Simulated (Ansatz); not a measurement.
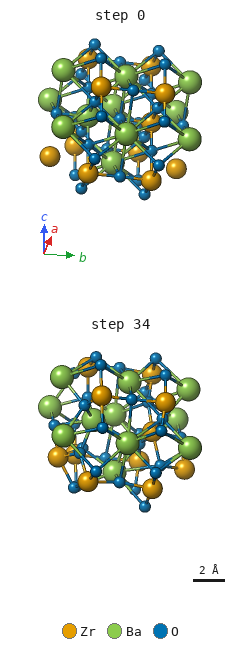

The structure of a defect cell of composition Zr8Ba8O24 before (top) and after (bottom) a relaxation, at one scale.

The picture is a ball-and-stick view of the atoms within 5.8 Å of the atom that moves most (axes of the cell of the calculation (origin shifted)), seen from a free direction.

Theory: DFT, PBEsol, PAW, plane waves (Ansatz). Settings: plane-wave cutoff 420 eV; k-point mesh 1 × 1 × 1; mesh shifted by (0.25, 0.25, 0.25); no spin polarisation; atoms relaxed in a fixed cell; force threshold 0.03 eV/Å; at most 80 steps.

Describe what moved and what it gained.

Answer. The largest moves, 0.87 Å, are those of O atoms. By element the largest moves are O 0.87 Å, Zr 0.77 Å, Ba 0.48 Å. The cell doesn't change. Some distances before and after: O–Zr 2.989 → 2.081 Å, Ba–O 2.911 → 3.817 Å, O–Zr 2.956 → 2.081 Å, Ba–O 2.978 → 3.819 Å. New bonds form: O–Zr (2.94 → 2.08 Å), O–Zr (2.96 → 2.08 Å), O–Zr (2.96 → 2.23 Å), O–Zr (2.96 → 2.24 Å). Bonds break: Ba–O (2.91 → 3.82 Å). Bond angles that change, for instance: Zr–O–Ba 178.4° → 131.7°, Zr–O–Ba 176.2° → 131.6°, Zr–O–Zr 178.3° → 139.2°. Over 32 accepted moves (34 points after the start) the energy falls by 13.741 eV per cell of the calculation. The largest force component goes from 6.5 to 0.0069 eV/Å. The line search rejected the trial step at point 20 of the run. 1 step only repeated the SCF at the same geometry. The run took 65 s on 8 threads of Intel(R) Xeon(R) 6975P-C, peak memory 1.2 GiB.

Limits of the set-up: the periodic images lie only 8.4 Å apart, so the values are limited by the cell's size.
